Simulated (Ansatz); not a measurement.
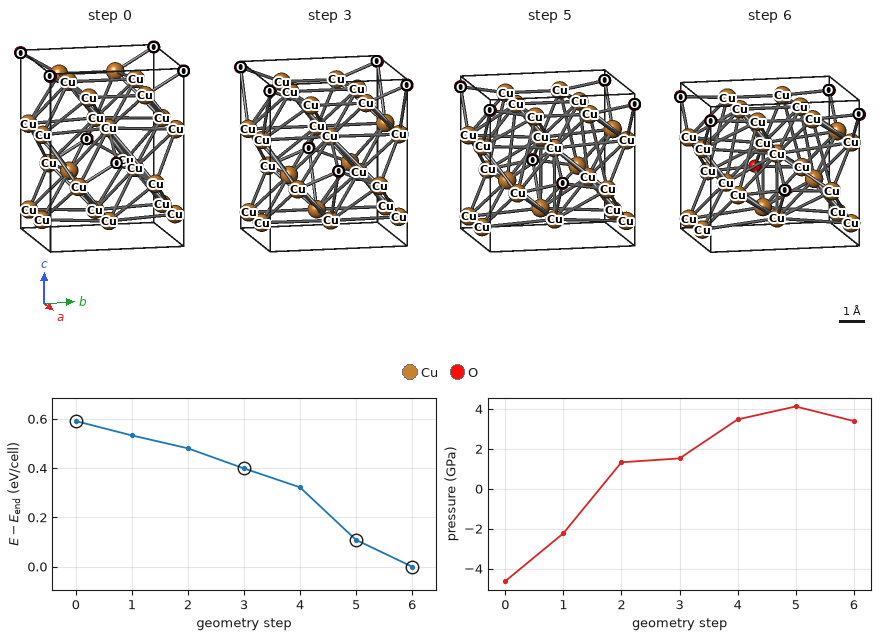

Frames of a relaxation of a crystal of Cu8O (set up in Amm2), marked on the history of the run. Style: ball-and-stick. Shown: the conventional cell (2 times the calculation's cell), slightly off an axis. Lengths and directions refer to the drawn axes.

Computed with DFT PBEsol, scalar-relativistic, plane waves, PAW in Ansatz.

Input file:
```yaml
crystal:
  lattice:
    - [5.363335, 0.0, 0.0]
    - [0.0, 2.757636, 3.65026]
    - [0.0, -2.757636, 3.65026]
  atoms:
    - { symbol: Cu, position: [0.0, 0.569879, 0.147648] }
    - { symbol: Cu, position: [0.0, 0.147648, 0.569879] }
    - { symbol: Cu, position: [0.5, 0.635565, 0.128865] }
    - { symbol: Cu, position: [0.5, 0.128865, 0.635565] }
    - { symbol: Cu, position: [0.264951, 0.622987, 0.622987] }
    - { symbol: Cu, position: [0.735049, 0.622987, 0.622987] }
    - { symbol: Cu, position: [0.716091, 0.142668, 0.142668] }
    - { symbol: Cu, position: [0.283909, 0.142668, 0.142668] }
    - { symbol: O, position: [0.0, 0.986733, 0.986733] }
basis:
  ecutwfc: 420
kpoints:
  mp_grid: { grid: [8, 8, 8] }
hamiltonian:
  xc: pbesol
scf:
  occupations: { method: gaussian, width: 0.1 }
output:
  forces: true
  stress: true
  eigenvalues: true
relax:
  adjacent_minimum: "off"
  f_tol: 0.005
  max_steps: 80
  cell: { stress_tol: 0.05 }
```

Run as
```bash
ansatz run input.yaml --threads 2 --pin off --max-ram 5120MiB --backend cpu --events-out ev --progress --plain --runs-dir out
```

> Describe the path.

The run was cut off at its time limit before the relaxation converged, so the last structure is only a point on the way. Over 6 geometry steps the energy falls by 0.592 eV per cell of the calculation. The largest force component goes from 0.19 to 0.55 eV/Å. Pressure: −4.63 GPa at the start and 3.40 GPa at the end. The largest move relative to the cell is that of O9, 0.49 Å along −c. By element the largest moves are O 0.49 Å, Cu 0.31 Å. Cell: a 5.363 → 5.415 Å (+1.0 %), b 5.515 → 6.157 Å (+11.6 %), c 7.301 → 5.971 Å (−18.2 %). Volume −7.8 %. Near-neighbour distances that change, for instance: Cu5–Cu8 3.795 → 2.644 Å, Cu5–O9 3.012 → 2.022 Å, Cu3–Cu4 3.650 → 3.040 Å, Cu1–Cu2 3.675 → 3.092 Å. Bond angles that change, for instance: Cu1–O9–Cu2 119.2° → 172.9°, Cu1–O9–Cu7 107.6° → 92.3°, Cu7–O9–Cu8 106.4° → 101.0°. The space group stays Amm2 (No. 38). From step 0 to 3: O9 moves most (0.15 Å), volume −4.7 %, energy −0.192 eV per cell of the calculation. From step 3 to 5: O9 moves most (0.22 Å), volume −3.1 %, energy −0.290 eV per cell of the calculation. From step 5 to 6: O9 moves most (0.16 Å), volume −0.2 %, energy −0.109 eV per cell of the calculation.
